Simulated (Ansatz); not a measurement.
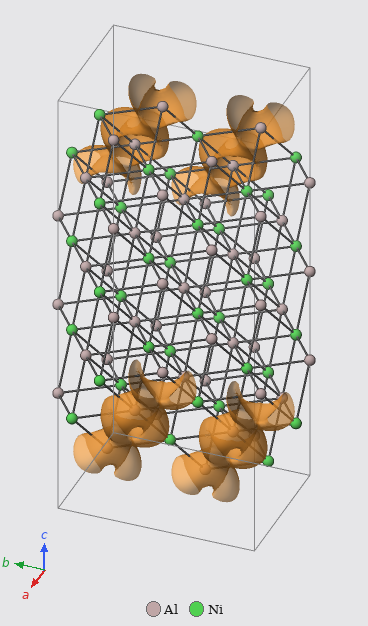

Figure 1: AlNi (slab). Isosurface of the electron localisation function at 0.55 (orange), seen at an oblique angle. Core shells and regions of very low density are left out. Sticks mark near contacts.

Not relaxed (largest force 0.8 eV/Å); computed without spin polarisation.

The calculation used Ansatz 0.2.0, DFT LDA, scalar-relativistic, plane waves, PAW.

In a PAW calculation such maps are meaningful between the atoms, not at the nuclei.

> Where are the electrons localised?

The ELF exceeds this value in channels that run through the cell in one direction, counted in one cell of 14 atoms. Counts are for one cell; the picture repeats the cell along the surface. Along the contacts the grid gives the following. Al–Ni (2.45 Å): the ELF is about 0.40 at the midpoint.

> Metal or insulator at this level of theory?

It is metallic or semimetallic at this level of theory: no gap opens.
